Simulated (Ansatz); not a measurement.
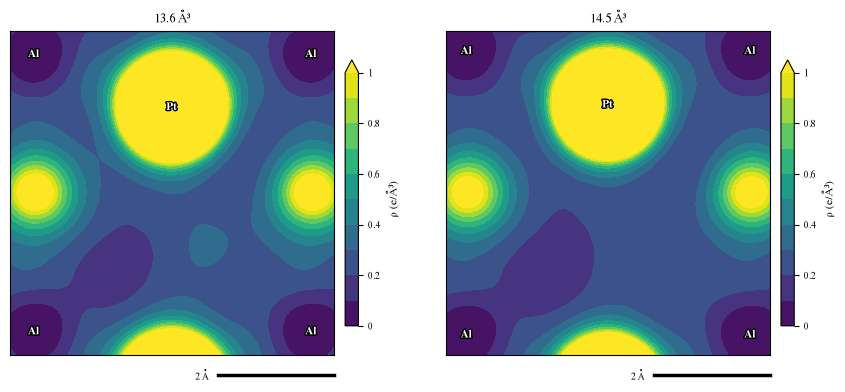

AlPt. The valence electron density of cells scaled evenly to different volumes (given per atom above each panel), on the (010) plane of each (indices in the axes of the cell below), at one length scale and on one colour scale.

A structure from a database of computed crystals, not necessarily the ambient phase.

Method: DFT PBEsol, scalar-relativistic, plane waves, PAW (Ansatz 0.2.0).

Core electrons are frozen (PAW), and the valence fields are smoothed inside the atomic spheres.

The largest cell:

```
CELL_PARAMETERS angstrom
4.87893 0.00000 0.00000
0.00000 4.87893 0.00000
0.00000 0.00000 4.87893
ATOMIC_POSITIONS crystal
Al 0.84403 0.84403 0.84403
Al 0.65597 0.15597 0.34403
Al 0.34403 0.65597 0.15597
Al 0.15597 0.34403 0.65597
Pt 0.15506 0.15506 0.15506
Pt 0.34494 0.84494 0.65506
Pt 0.65506 0.34494 0.84494
Pt 0.84494 0.65506 0.34494
```

| volume (Å³/atom) | Al–Pt contact in the plane (Å) | ρ at its midpoint (e/Å³) | pressure (GPa) | 
| --- | --- | --- | --- |
| 13.56 | 2.547 | 0.445 | 14.4 | 
| 13.99 | 2.571 | ? | ? | 
| 14.52 | 2.612 | 0.408 | −1.3 | 

**Estimate the missing row, and compare with the calculation.**

Over the known rows ln ρ falls by 1.34 per Å of Al–Pt distance (the line through the two), which gives 0.431 e/Å³ at 2.571 Å; the calculation gives 0.425 e/Å³. For the pressure, a straight line in volume between the neighbouring rows gives 7.4 GPa; the calculation gives 6.6, lower because pressure rises ever faster on compression.
